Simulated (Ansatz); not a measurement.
## Run report: GaP, geometry relaxation

GaP (F-43m, 2 atoms in the cell), computed with DFT, PBE, plane waves, PAW, no spin polarisation (Ansatz 0.2.0).

The structure derives from a Materials Project entry. Figures and captions count atoms from 1; the log counts them from 0 in places.

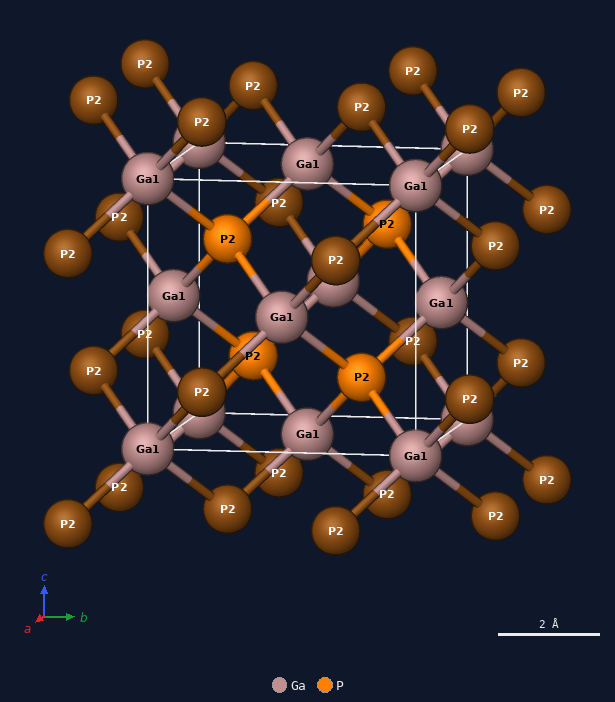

Figure 1. The input geometry (ball-and-stick view of the cell 4 times as large as that of the calculation, set on its symmetry axes, seen slightly off an axis; neighbours outside the cell are drawn fainter; atoms are numbered from 1 in the order of the input).

**Input file**
```yaml
crystal:
  lattice:
    - [0.0, 2.72581249, 2.72581249]
    - [2.72581249, 0.0, 2.72581249]
    - [2.72581249, 2.72581249, 0.0]
  atoms:
    - { symbol: Ga, position: [0.0, 0.0, 0.0] }
    - { symbol: P, position: [0.75, 0.75, 0.75] }
basis:
  ecutwfc: 420
kpoints:
  mp_grid: { grid: [8, 8, 8] }
hamiltonian:
  xc: pbe
scf:
  occupations: { method: gaussian, width: 0.02 }
output:
  forces: true
  stress: true
  eigenvalues: true
  write_density: true
  write_potential: true
  elf: true
  volumetric_format: npy
relax:
  adjacent_minimum: "off"
  f_tol: 0.005
  max_steps: 80
  cell: { stress_tol: 0.05 }
```

Launched with:
```bash
ansatz run input.yaml --threads 4 --pin off --max-ram 8192MiB --backend cpu --events-out ev --progress --plain --runs-dir out
```

**What the program printed**
```
Engine: ansatz 0.2.0, x86_64-unknown-linux-gnu
Pseudopotentials: kind: paw
Pseudopotential: Ga, paw, valence charge 13, recommended cutoff 420 eV (normal), Ga.paw.azcp
Pseudopotential: P, paw, valence charge 5, recommended cutoff 420 eV (normal), P.paw.azcp
Functional definition: PBE
  parameter kappa = 0.804
  parameter beta = 0.06672455060314922
  exchange = pbe_x(kappa = kappa, mu = beta*pi^2/3)
  correlation = pbe_c(beta = beta)
Crystal: 2 atoms, lattice volume = 40.506 Å³
Basis set: ecut = 420 eV, 749 PW (Γ), exchange–correlation on 54×54×54 points (8 copies of the dense FFT grid, shifted against one another)
Bands: 13, of which v1, the nominal top of the filled ones, is band 9 counted from 1 (8 counted from 0)
Symmetry: 24 space group operations
Space group: F-43m (ITA 216), of the structure as read, at distance tolerance 3.4e-5 Å
k-points: 29 of 512 (time reversal used)
Non-local potential: Ga, projectors of the file, l = 0: 2, l = 1: 2, l = 2: 3, l = 3: 1
Non-local potential: P, projectors of the file, l = 0: 2, l = 1: 2, l = 2: 2
PAW form: soft (Blöchl's): semilocal exchange-correlation on the pseudo side does not see the compensation charge
PAW one-centre angular grid: Ga, 590 points (default); XC on 64 Gauss nodes
PAW one-centre angular grid: P, 110 points (default); XC on 64 Gauss nodes
Initial density: superposition of atomic densities (neutral atoms: chi_scale 0, normalization atom), corrected by the library's trained network
Initial wavefunctions: pseudopotential atomic-orbital guess
Functional: x = pbe(κ = 0.804, μ = 0.2195149727645171), c = pbe(β = 0.06672455060314922)
SCF iter   1: F=—  HF=-4539.549304 eV  |F-HF|=—  |Δ(HF+E_count)|=         —  Δρ=1.57e-3  dr2=1.34e-3  ethr=1.77e-3  ⟨swp⟩=6.6  Hψ=2582  notcnv=0
preconditioner: auto → none  [insulator: Δε(μ)=1.631 eV  Ē_g=15.510 eV  σ=0.020 eV  W_gap=1.00  n_scr=14 (ndim 8)  ℏωp=24.8 eV  f_vac=0.013  D(μ)=0.00/eV (n_scr^D=0)  ε∞_Penn≈3.5]
SCF iter   2: F=—  HF=-4539.548430 eV  |F-HF|=—  |Δ(HF+E_count)|=   8.73e-4  Δρ=1.30e-3  dr2=4.63e-4  ethr=7.43e-6  ⟨swp⟩=2.5  Hψ=1006  notcnv=0
SCF iter   3: F=—  HF=-4539.548228 eV  |F-HF|=—  |Δ(HF+E_count)|=   2.02e-4  Δρ=4.32e-4  dr2=5.75e-5  ethr=2.57e-6  ⟨swp⟩=2.1  Hψ=737  notcnv=0
SCF iter   4: F=—  HF=-4539.548272 eV  |F-HF|=—  |Δ(HF+E_count)|=   4.40e-5  Δρ=1.27e-4  dr2=4.26e-6  ethr=3.20e-7  ⟨swp⟩=2.0  Hψ=642  notcnv=0
SCF iter   5: F=—  HF=-4539.548272 eV  |F-HF|=—  |Δ(HF+E_count)|=   2.20e-7  Δρ=3.18e-5  dr2=4.36e-7  ethr=2.37e-8  ⟨swp⟩=2.0  Hψ=638  notcnv=0
SCF iter   6: F=-4539.548273 eV  HF=-4539.548273 eV  |F-HF|=2.44e-8  |Δ(HF+E_count)|=   4.52e-7  Δρ=1.07e-5  dr2=2.87e-8  ethr=5.56e-10  ⟨swp⟩=11.0  Hψ=2903  notcnv=0
SCF 1 converged in 6 iterations: F = -4539.548273 eV  dr2 = 2.87e-8
  greatest PAW one-centre occupation: 0.994 electrons in one spin orbital (limit 2), on the Ga atom at site 0 (counted from 0), in its partial waves of l = 2
relax step   1: F+E_penalty+E_count = -4539.54827257 eV  Δ(F+E_penalty+E_count) = +0.000e0 eV  max|allowed force component| = 2.405e-16 eV/Å  Δτ_max = 0.0000 Å  P = +2.451 GPa  Ω = 40.506 Å³  (6 SCF iters, dr2 threshold 1.00e-7 eV, accepted)
Crystal: 2 atoms, lattice volume = 41.341 Å³
Basis set: ecut = 420 eV, 869 PW (Γ), exchange–correlation on 54×54×54 points (8 copies of the dense FFT grid, shifted against one another)
Initial density: handed on by an earlier stage of this run
Initial wavefunctions: those handed on with the density
iter 1 solved again at ethr=3.22e-6 eV; its pass at ethr=3.10e-3 eV (dr2=5.79e-4 eV) is discarded
SCF iter   1: F=—  HF=-4539.556388 eV  |F-HF|=—  |Δ(HF+E_count)|=         —  Δρ=1.02e-3  dr2=6.21e-4  ethr=3.22e-6  ⟨swp⟩=2.0  Hψ=2773  notcnv=0
preconditioner: auto → none  [insulator: Δε(μ)=1.603 eV  Ē_g=15.420 eV  σ=0.020 eV  W_gap=1.00  n_scr=14 (ndim 8)  ℏωp=24.5 eV  f_vac=0.013  D(μ)=0.00/eV (n_scr^D=0)  ε∞_Penn≈3.5]
SCF iter   2: F=—  HF=-4539.556279 eV  |F-HF|=—  |Δ(HF+E_count)|=   1.09e-4  Δρ=4.09e-4  dr2=7.20e-5  ethr=3.22e-6  ⟨swp⟩=2.0  Hψ=486  notcnv=0
SCF iter   3: F=—  HF=-4539.556284 eV  |F-HF|=—  |Δ(HF+E_count)|=   5.31e-6  Δρ=1.68e-4  dr2=1.09e-5  ethr=4.00e-7  ⟨swp⟩=3.0  Hψ=664  notcnv=0
SCF iter   4: F=—  HF=-4539.556285 eV  |F-HF|=—  |Δ(HF+E_count)|=   1.26e-6  Δρ=4.32e-5  dr2=5.13e-7  ethr=6.07e-8  ⟨swp⟩=2.0  Hψ=638  notcnv=0
SCF iter   5: F=-4539.556285 eV  HF=-4539.556285 eV  |F-HF|=7.73e-8  |Δ(HF+E_count)|=   6.57e-9  Δρ=1.39e-5  dr2=5.29e-8  ethr=1.11e-9  ⟨swp⟩=11.1  Hψ=3325  notcnv=0
SCF 2 converged in 5 iterations: F = -4539.556285 eV  dr2 = 5.29e-8
  Residual-converged pass: ⟨swp⟩=1.1  Hψ=495  notcnv=0  max |occ|·‖R‖ = 7.0e-9 eV (tolerance 1.0e-8 eV)  dr2=5.29e-8  dr2_onsite=1.67e-9  max |Δocc| = 0.0e0
relax step   2: F+E_penalty+E_count = -4539.55628539 eV  Δ(F+E_penalty+E_count) = -8.013e-3 eV  max|allowed force component| = 6.014e-17 eV/Å  Δτ_max = 0.0000 Å  P = +0.736 GPa  Ω = 41.341 Å³  energy of the carried Pulay correction = -2.136e-4 eV  (5 SCF iters, dr2 threshold 2.00e-7 eV, accepted)
Crystal: 2 atoms, lattice volume = 41.710 Å³
iter 1 solved again at ethr=6.25e-7 eV; its pass at ethr=3.10e-3 eV (dr2=1.12e-4 eV) is discarded
SCF iter   1: F=—  HF=-4539.557093 eV  |F-HF|=—  |Δ(HF+E_count)|=         —  Δρ=4.32e-4  dr2=1.14e-4  ethr=6.25e-7  ⟨swp⟩=2.3  Hψ=2696  notcnv=0
preconditioner: auto → none  [insulator: Δε(μ)=1.580 eV  Ē_g=15.380 eV  σ=0.020 eV  W_gap=1.00  n_scr=14 (ndim 8)  ℏωp=24.4 eV  f_vac=0.013  D(μ)=0.00/eV (n_scr^D=0)  ε∞_Penn≈3.5]
SCF iter   2: F=—  HF=-4539.557074 eV  |F-HF|=—  |Δ(HF+E_count)|=   1.88e-5  Δρ=1.77e-4  dr2=1.35e-5  ethr=6.25e-7  ⟨swp⟩=2.0  Hψ=480  notcnv=0
SCF iter   3: F=—  HF=-4539.557076 eV  |F-HF|=—  |Δ(HF+E_count)|=   2.18e-6  Δρ=6.83e-5  dr2=1.90e-6  ethr=7.49e-8  ⟨swp⟩=2.9  Hψ=664  notcnv=0
SCF iter   4: F=-4539.557077 eV  HF=-4539.557077 eV  |F-HF|=1.19e-7  |Δ(HF+E_count)|=   4.14e-7  Δρ=1.88e-5  dr2=9.45e-8  ethr=1.11e-9  ⟨swp⟩=9.3  Hψ=3240  notcnv=0
SCF 3 converged in 4 iterations: F = -4539.557077 eV  dr2 = 9.45e-8
relax step   3: F+E_penalty+E_count = -4539.55707667 eV  Δ(F+E_penalty+E_count) = -7.913e-4 eV  max|allowed force component| = 8.674e-17 eV/Å  Δτ_max = 0.0000 Å  P = +0.036 GPa  Ω = 41.710 Å³  energy of the carried Pulay correction = -3.066e-4 eV  (4 SCF iters, dr2 threshold 2.00e-7 eV, accepted)
Initial wavefunctions: pseudopotential atomic-orbital guess (no wavefunctions were taken with the density)
iter 1 solved again at ethr=1.15e-6 eV; its pass at ethr=3.10e-3 eV (dr2=2.06e-4 eV) is discarded
SCF iter   1: F=—  HF=-4539.556296 eV  |F-HF|=—  |Δ(HF+E_count)|=         —  Δρ=3.42e-4  dr2=1.13e-6  ethr=1.15e-6  ⟨swp⟩=3.1  Hψ=3446  notcnv=0
preconditioner: auto → none  [insulator: Δε(μ)=1.583 eV  Ē_g=15.379 eV  σ=0.020 eV  W_gap=1.00  n_scr=14 (ndim 8)  ℏωp=24.4 eV  f_vac=0.011  D(μ)=0.00/eV (n_scr^D=0)  ε∞_Penn≈3.5]
SCF iter   2: F=—  HF=-4539.557127 eV  |F-HF|=—  |Δ(HF+E_count)|=   8.31e-4  Δρ=1.73e-4  dr2=4.87e-7  ethr=6.27e-9  ⟨swp⟩=2.2  Hψ=655  notcnv=0
SCF iter   3: F=—  HF=-4539.557352 eV  |F-HF|=—  |Δ(HF+E_count)|=   2.25e-4  Δρ=7.01e-5  dr2=7.66e-8  ethr=2.70e-9  ⟨swp⟩=2.0  Hψ=653  notcnv=0
SCF iter   4: F=—  HF=-4539.557395 eV  |F-HF|=—  |Δ(HF+E_count)|=   4.33e-5  Δρ=3.82e-6  dr2=1.31e-9  ethr=4.25e-10  ⟨swp⟩=2.0  Hψ=644  notcnv=0
SCF iter   5: F=—  HF=-4539.557395 eV  |F-HF|=—  |Δ(HF+E_count)|=   9.20e-8  Δρ=4.45e-7  dr2=6.92e-11  ethr=7.26e-12  ⟨swp⟩=2.1  Hψ=642  notcnv=0
SCF iter   6: F=-4539.557395 eV  HF=-4539.557395 eV  |F-HF|=1.09e-10  |Δ(HF+E_count)|=  2.15e-10  Δρ=1.89e-7  dr2=9.08e-12  ethr=1.00e-12  ⟨swp⟩=6.9  Hψ=2008  notcnv=0
SCF 4 converged in 6 iterations: F = -4539.557395 eV  dr2 = 9.08e-12
relax step   4: F+E_penalty+E_count = -4539.55739522 eV  Δ(F+E_penalty+E_count) = -3.185e-4 eV  max|allowed force component| = 5.667e-17 eV/Å  Δτ_max = 0.0000 Å  P = +0.040 GPa  Ω = 41.710 Å³  stress off target by 3.98e-2 GPa  SCF on the basis re-selected at this cell (its energy is not comparable with the rows above)  (6 SCF iters)
```

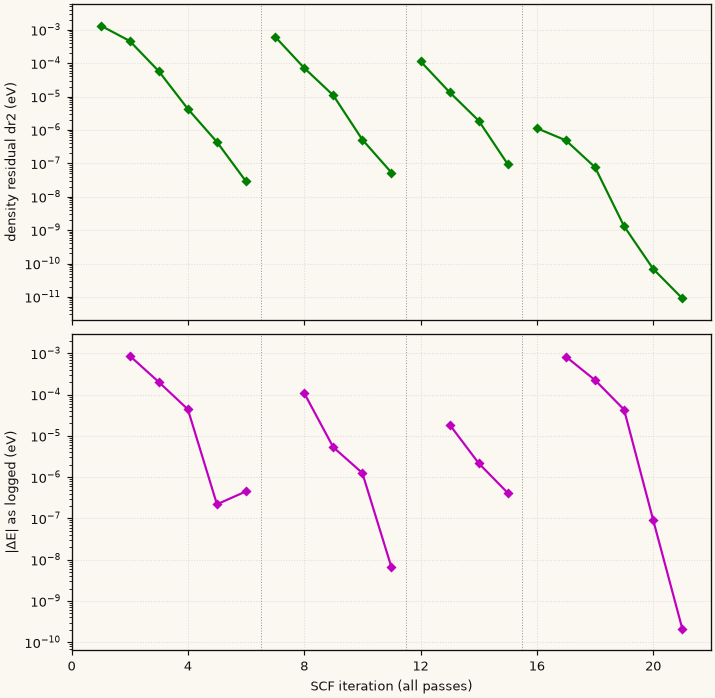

Figure 2. Convergence of the self-consistent field: density residual dr2 and size of the energy change against the SCF iteration. The dotted lines part the SCF passes of the relaxation: geometry steps, rejected trials and re-solves on a re-selected basis. The passes take 6, 5, 4 and 6 iterations.

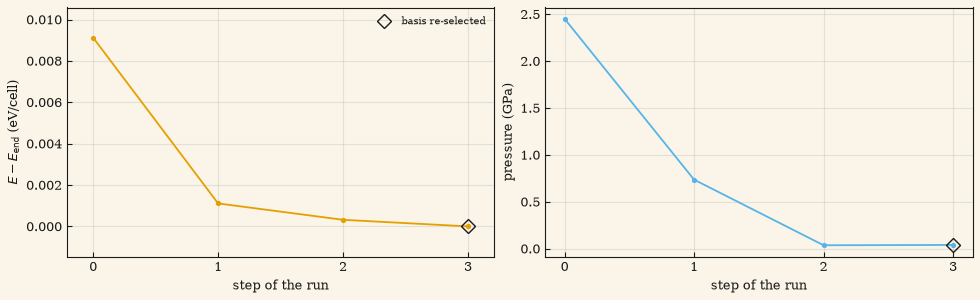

Figure 3. Progress of the relaxation, step by step (the first geometry is step 0 here and step 1 in the log).

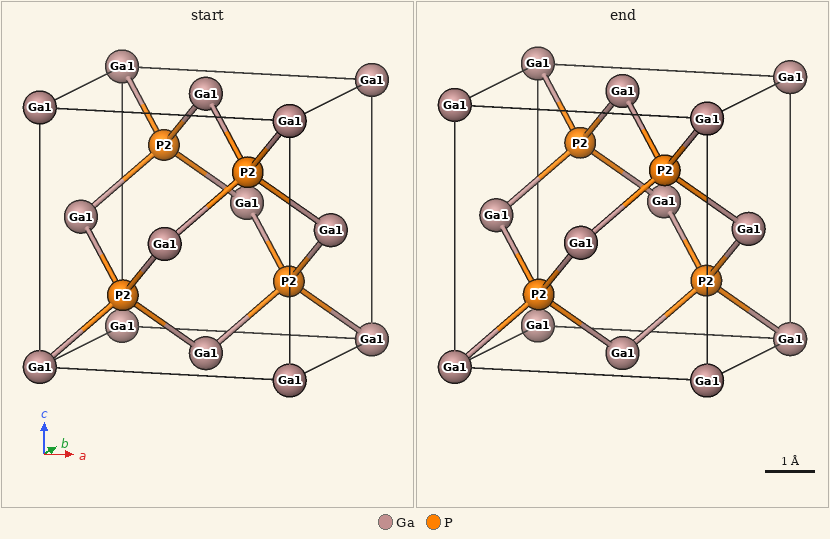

Figure 4. Before (left) and after (right) the relaxation, at one scale (ball-and-stick view of the cell 4 times as large as that of the calculation, set on its symmetry axes, seen slightly off an axis). No atom moves by more than 0.005 Å relative to the cell. The drawn cell changes as follows: a = b = c 5.452 → 5.505 Å (+1.0 %); the volume changes by +3.0 %. Among the contacts that change: Ga1–P2 2.361 → 2.384 Å. The space group stays F-43m (No. 216). After 2 geometry steps the energy has fallen by 8.8 meV per cell of the calculation. All forces vanish by symmetry, so only the cell relaxes. Pressure: 2.45 GPa at the start and 0.04 GPa at the end. A last SCF at the same geometry on a re-selected plane-wave basis shifts the energy by −0.3 meV per cell of the calculation. (Atoms are counted from 1 in the order of the input.)

```
basis re-selected at this cell: Δ(F+E_penalty+E_count) = -3.185e-4 eV, ΔP = +0.003 GPa vs the last step (what re-selecting the basis moved, of the pressure what is left beyond the Pulay correction that the steps carried, after the strain that the cell walked since its last selection, with what the two solves' SCF thresholds leave and, on support functions, any second-order correction that the steps lacked; it is no measure of the basis error at this ecutwfc). This SCF's stress stands 3.98e-2 GPa from its target on what of the cell is left free (relax.cell.stress_tol is 5.00e-2 GPa) and its largest allowed force component is 5.67e-17 eV/Å (relax.f_tol is 5.00e-3 eV/Å): within both
SCF converged after 6 iterations
Free energy (F): -4539.557395 eV
Harris-Foulkes:  -4539.557395 eV  (|F-HF|=1.09e-10)
Internal energy: -4539.557395 eV  (E = F + TS)
E sigma→0 (E₀):  -4539.557395 eV
Fermi energy:    7.504863 eV
--- Per-component energies (eV) ---
  E_band       = -63.679824
  E_kinetic    = 185.390559
  E_local      = -2220.447411  (includes V_loc(G=0)·N_el)
  E_nonlocal   = 458.829239
  E_hartree    = 1025.160461
  E_xc         = -130.312300
  E_vxc        = -118.411546  (∫ρ·V_xc dr)
  E_paw        = -2558.555828  (= ΣΔE_a)
  E_vpaw       = -419.361489  (= ΣTr[D̂ρ^β])
  E_aug_tail   = -0.000086  (compensation charges beyond the density's cutoff)
  E_ewald      = -1299.622029
  E_smearing   = -0.000000  (= −TS)
  E_closure    = 0.000000  (closes the sum)
  Σ components = -4539.557395   (vs F -4539.557395, Δ=0.00e0)
--- Forces (eV/Å), atoms counted from 1 ---
  atom   1  Ga    -0.00000000     0.00000000     0.00000000
  atom   2  P      0.00000000    -0.00000000    -0.00000000
  max |Σ_I F_I| component: 5.32e-17 eV/Å
--- Stress (GPa, compression-positive) ---
        0.039849       0.000000       0.000000
        0.000000       0.039849       0.000000
        0.000000       0.000000       0.039849
  P = ⅓ Tr σ = 0.0398 GPa (0.398 kbar)
--- Band table (eV; the first three rows and the last of 29) ---
  k-point 0: bands = ["-7.7711", "-7.7711", "-7.7711", "-7.6804", "-7.6804", "-5.5576", "6.7134", "6.7134", "6.7134", "8.2960", "10.6054", "10.6054", "10.6054"]
  k-point 1: bands = ["-7.7830", "-7.7668", "-7.7668", "-7.6803", "-7.6803", "-5.3631", "5.0887", "6.4947", "6.4947", "8.9990", "10.9414", "10.9414", "11.1171"]
  k-point 2: bands = ["-7.8098", "-7.7577", "-7.7577", "-7.6791", "-7.6791", "-4.8124", "2.9029", "6.0790", "6.0790", "8.7664", "11.4374", "11.4374", "12.9087"]
  k-point 28: bands = ["-7.8603", "-7.7361", "-7.7165", "-7.6938", "-7.6723", "-2.6468", "0.2926", "3.2782", "3.4357", "11.4079", "11.4452", "12.7273", "12.8635"]
--- Relaxed structure (3 steps of the walk, 3 accepted, 1 SCFs on fresh bases) ---
  F+E_penalty+E_count = -4539.55739522 eV   max|allowed force component| = 5.667e-17 eV/Å   (the final SCF, on the basis selected at the relaxed cell)
  cell:  # Å, volume = 41.7099 Å³
    - [3.0317463595728766e-33, 2.7525584772032454, 2.7525584772032454]
    - [2.7525584772032454, 4.7386959905928984e-33, 2.7525584772032454]
    - [2.7525584772032454, 2.7525584772032454, 3.362945541711089e-33]
  atoms:
    - { symbol: Ga, position: [9.819977368085384e-34, -9.727978329598545e-34, -8.877907213980134e-34] }
    - { symbol: P, position: [0.75, 0.75, 0.75] }
```

**Trajectory as extended XYZ (Å, eV, eV/Å), 4 frames, from step=1 to step=4**
```
2
Lattice="0.0000 2.7258 2.7258 2.7258 0.0000 2.7258 2.7258 2.7258 0.0000" Properties=species:S:1:pos:R:3:forces:R:3 step=1 energy=-4539.54827 pressure_GPa=2.45
Ga    0.0000    0.0000    0.0000    0.0000   0.0000   0.0000
P     4.0887    4.0887    4.0887    0.0000   0.0000   0.0000
2
Lattice="0.0000 2.7444 2.7444 2.7444 0.0000 2.7444 2.7444 2.7444 0.0000" Properties=species:S:1:pos:R:3:forces:R:3 step=2 energy=-4539.55628 pressure_GPa=0.74
Ga    0.0000    0.0000    0.0000    0.0000   0.0000   0.0000
P     4.1166    4.1166    4.1166    0.0000   0.0000   0.0000
2
Lattice="0.0000 2.7526 2.7526 2.7526 0.0000 2.7526 2.7526 2.7526 0.0000" Properties=species:S:1:pos:R:3:forces:R:3 step=3 energy=-4539.55708 pressure_GPa=0.04
Ga    0.0000    0.0000    0.0000    0.0000   0.0000   0.0000
P     4.1288    4.1288    4.1288    0.0000   0.0000   0.0000
2
Lattice="0.0000 2.7526 2.7526 2.7526 0.0000 2.7526 2.7526 2.7526 0.0000" Properties=species:S:1:pos:R:3:forces:R:3 step=4 energy=-4539.55739 pressure_GPa=0.04
Ga    0.0000    0.0000    0.0000    0.0000   0.0000   0.0000
P     4.1288    4.1288    4.1288    0.0000   0.0000   0.0000
```

**Summary**

- outcome: converged
- space group (tolerance 0.01 Å): F-43m (216)
- electrons treated: 18
- free energy: −4539.5574 eV
- Fermi energy: 7.505 eV
- gap on the k-point mesh: 1.58 eV
- pressure: 0.04 GPa
- final volume: 41.71 Å³
- largest force (length of the vector) at the end: under 0.001 eV/Å
- final cell: a = 3.893 Å, b = 3.893 Å, c = 3.893 Å, α = 60.00°, β = 60.00°, γ = 60.00°
- hardware: 4 threads of Intel Xeon @ 2.70GHz, 189 GiB of memory available, shared host
- wall time: 4.1 s (CPU time 13 s)
- peak memory: 0.38 GiB

These settings are looser than, or depart from, a standard set-up, so the numbers are not reference values for this system.
